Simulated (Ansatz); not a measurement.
Input

```
crystal:
  lattice:
    - [3.89538318, 0.0, 0.0]
    - [0.0, 3.89538318, 0.0]
    - [0.0, 0.0, 8.32602421]
  atoms:
    - { symbol: Ti, position: [0.0, 0.0, 0.5] }
    - { symbol: Ti, position: [0.5, 0.5, 0.0] }
    - { symbol: Ti, position: [0.5, 0.5, 0.5] }
    - { symbol: Al, position: [0.0, 0.5, 0.25048797] }
    - { symbol: Al, position: [0.0, 0.5, 0.74951203] }
    - { symbol: Al, position: [0.5, 0.0, 0.25048797] }
    - { symbol: Al, position: [0.5, 0.0, 0.74951203] }
    - { symbol: Al, position: [0.0, 0.0, 0.0] }
basis:
  ecutwfc: 420
kpoints:
  mp_grid: { grid: [10, 10, 4] }
hamiltonian:
  xc: lda
scf:
  occupations: { method: gaussian, width: 0.1 }
output:
  forces: true
  stress: true
  eigenvalues: true
  write_density: true
  write_potential: true
  elf: true
  volumetric_format: npy
relax:
  adjacent_minimum: "off"
  f_tol: 0.005
  max_steps: 80
  cell: { stress_tol: 0.05 }
```

Launched as:

```sh
ansatz run input.yaml --threads 4 --pin off --max-ram 12288MiB --backend cpu --events-out ev --progress --plain --runs-dir out
```

Below, planes, directions and counts refer to the conventional cell (a = 3.84 Å, b = 3.84 Å, c = 8.22 Å, α = 90.00°, β = 90.00°, γ = 90.00°).

The fields are those of the run's last geometry, not of the input's.

Space group P4/mmm; a structure from a database of computed crystals, not necessarily the ambient phase; computed without spin polarisation.

All numbers below come from Ansatz 0.2.0, DFT LDA, scalar-relativistic, plane waves, PAW.

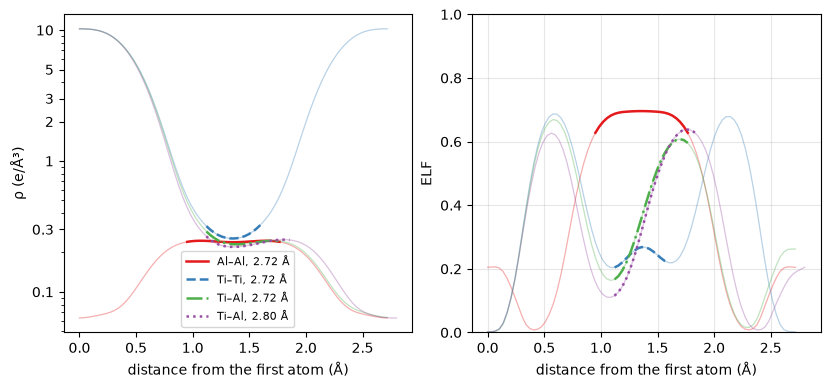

Ti₃Al₅. Valence electron density and electron localisation function along straight lines between neighbouring atoms. Thin, pale parts lie inside the atomic spheres.

The density is the valence pseudo-density of a PAW calculation; it isn't the true density close to the nuclei.

Question: What can be read from the curves?

Answer: Al–Al (2.72 Å): the density is about 0.24 e/Å³ at the midpoint; the ELF peaks at about 0.70 between the atoms.
Ti–Ti (2.72 Å): ρ is about 0.26 e/Å³ halfway; the ELF is about 0.25 at the midpoint: no localised pair shows between them.
Ti–Al (2.72 Å): ρ at the midpoint is about 0.23 e/Å³; the ELF is about 0.35 at the midpoint.
Ti–Al (2.80 Å): ρ at the midpoint is about 0.22 e/Å³; the ELF is about 0.35 at the midpoint.
